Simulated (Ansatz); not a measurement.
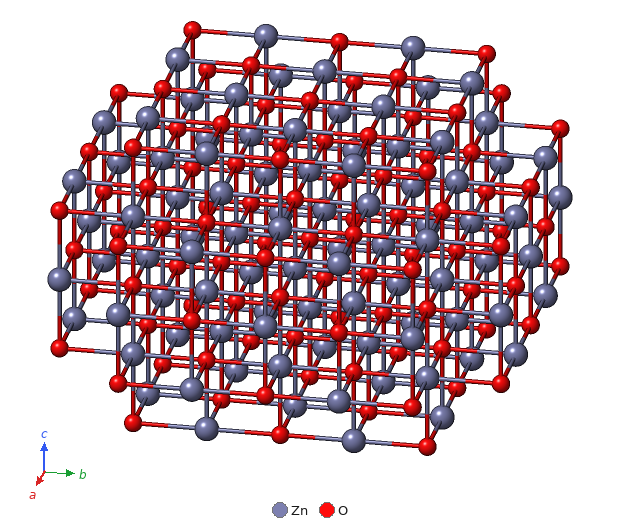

ZnO (space group Fm-3m, No. 225): the geometry relaxed with DFT PBE, scalar-relativistic, plane waves, PAW in Ansatz 0.2.0; the starting structure was generated, so it need not be a known form of this composition.

Bonds are taken as O–Zn below 2.4 Å. The graph is simplified in the usual way: terminal and isolated atoms are pruned, two-connected atoms become edges.

> What kind of net remains, and which atoms are its nodes?

A uninodal 6-connected, three-periodic net: Zn and O are 6-connected nodes.

> Which named net is it?

It is the pcu net, known from NaCl, ReO3 and the B-X framework of perovskite.

> Is the net interpenetrated?

It is a single net, without interpenetration.

> How many nodes does the smallest cycle have?

Four.

> Give the first ten terms of the coordination sequence (nodes one, two, three … edges away).

Zn and O: 6, 18, 38, 66, 102, 146, 198, 258, 326, 402.

The simplified net, drawn on the atoms' positions. Nodes are coloured by element. Edges to nodes outside the piece are drawn as stubs.

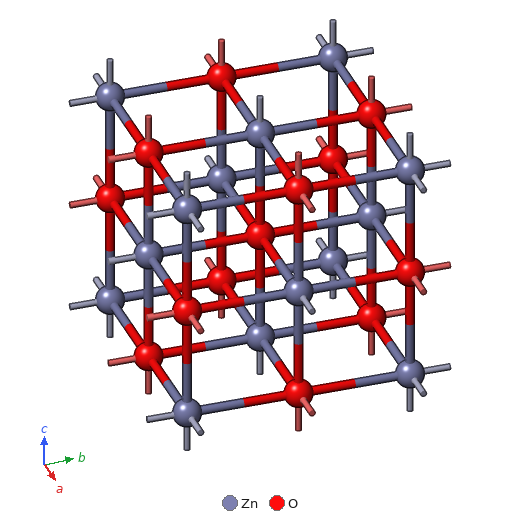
